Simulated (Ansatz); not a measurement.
A series of calculations on Al17As16

### Relaxation

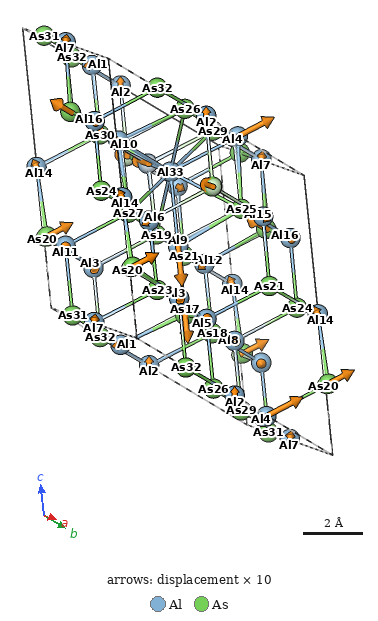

A relaxation of a defect cell of composition Al17As16. The starting structure is drawn faded, the final one solid; orange arrows show the displacements, magnified 10 times.

Style: ball-and-stick. Shown: the cell of the calculation (origin shifted), from a free direction.

Case: Al interstitial, charge +0, atoms relaxed at the host's cell.

The calculation used Ansatz, DFT PBE, scalar-relativistic, plane waves, PAW. Set-up: plane-wave cutoff 420 eV; k-point mesh 2 × 2 × 2; occupations gaussian; smearing width 0.01 eV; mesh shifted by (0.5, 0.5, 0.5); collinear spin; atoms relaxed in a fixed cell; force threshold 0.025 eV/Å; at most 45 steps.

Q: What happened in the run?

A: The largest moves, 0.16 Å, are those of Al atoms. By element the largest moves are Al 0.16 Å, As 0.12 Å. The cell stays as it was. Some distances before and after: Al–Al 2.480 → 2.643 Å, Al–As 2.480 → 2.552 Å, Al–As 2.480 → 2.434 Å, Al–As 2.864 → 2.887 Å. Among the angles between lasting bonds that change: Al–As–Al 109.5° → 115.5°, As–Al–As 109.5° → 106.2°, As–Al–As 109.5° → 112.5°. After 2 accepted moves (3 points after the start) the energy has fallen by 0.520 eV per cell of the calculation. Largest force component: 0.81 eV/Å at the start, 0.024 eV/Å at the end. 1 step only repeated the SCF at the same geometry. The run took 120 s on 4 threads of Arm Neoverse V1 (shared host), peak memory 2.6 GiB.

### Relaxation

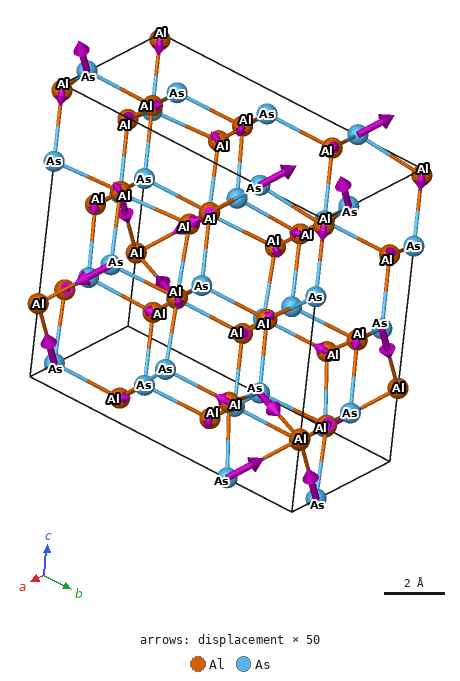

This is a relaxation of a defect cell of composition Al₁₇As₁₆ (cell charge +3). The starting structure is drawn; purple arrows show the displacements, magnified 50 times.

Style: ball-and-stick. Shown: the cell of the calculation, slightly off an axis.

Case: Al interstitial, charge +3, atoms relaxed at the host's cell.

Computed with DFT PBE, scalar-relativistic, plane waves, PAW (Ansatz). (plane-wave cutoff 420 eV; k-point mesh 2 × 2 × 2; occupations gaussian; smearing width 0.01 eV; mesh shifted by (0.5, 0.5, 0.5); no spin polarisation; atoms relaxed in a fixed cell; force threshold 0.025 eV/Å; at most 45 steps)

Q: Atoms of which element are displaced furthest, and by how much?

A: Arsenic: up to 0.029 Å, against 0.011 Å for aluminium.

Q: What happened in the run?

A: The largest moves, 0.029 Å, are those of As atoms. Largest moves by element: As 0.029 Å, Al 0.011 Å. The cell stays as it was. Some distances before and after: Al–As 2.829 → 2.801 Å, Al–As 2.497 → 2.520 Å, Al–As 2.407 → 2.392 Å, Al–As 2.540 → 2.530 Å. The energy falls by 38.1 meV per cell of the calculation in 2 geometry steps. Largest force component: 0.31 eV/Å at the start, 0.0034 eV/Å at the end. Cost: 44 s on 4 threads of Arm Neoverse V1, with other jobs on the host, peak memory 1.6 GiB.

Limits of the set-up: the cell is charged, on a uniform background, and energies carry no finite-size correction.

### Defect

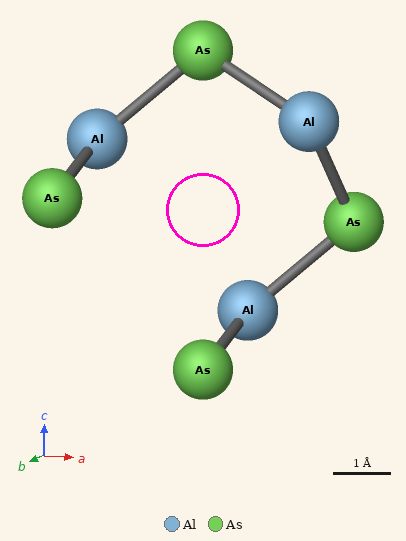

Perfect AlAs. The picture is a ball-and-stick view of the atoms within 4.6 Å of one point, in a slice 4.2 Å thick across the line of sight, seen from a free direction.

The calculation used DFT PBE, scalar-relativistic, plane waves, PAW in Ansatz. (plane-wave cutoff 420 eV; k-point mesh 2 × 2 × 2; occupations gaussian; smearing width 0.01 eV; mesh shifted by (0.5, 0.5, 0.5); no spin polarisation) The cell is small and the k-mesh coarse, so the numbers are rough. A uniform background neutralises the charged cell. The axes drawn are those of the host's conventional cell.

An extra aluminium atom is put between the host's atoms (an interstitial) at the ringed place, in charge state +3. The supercell has 32 sites, and the atoms are relaxed at the host's cell.

Question: How do the neighbours respond?

Answer: The Al atom starts with 4 Al at 2.48 Å, 6 As at 2.86 Å around its place and ends with 4 Al at 2.70 Å, 6 As at 2.80 Å. Of the host's atoms, an aluminium atom moves furthest from its site, by 0.22 Å.

The relaxed defect, seen from the same direction:

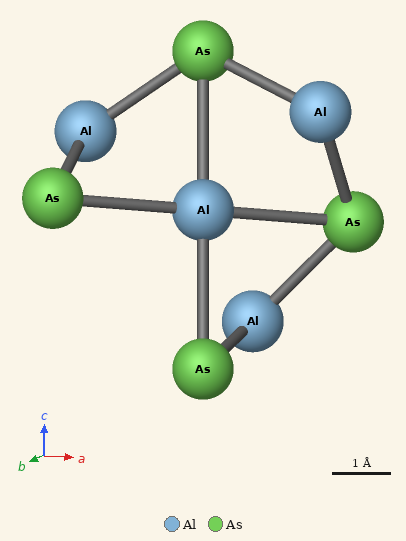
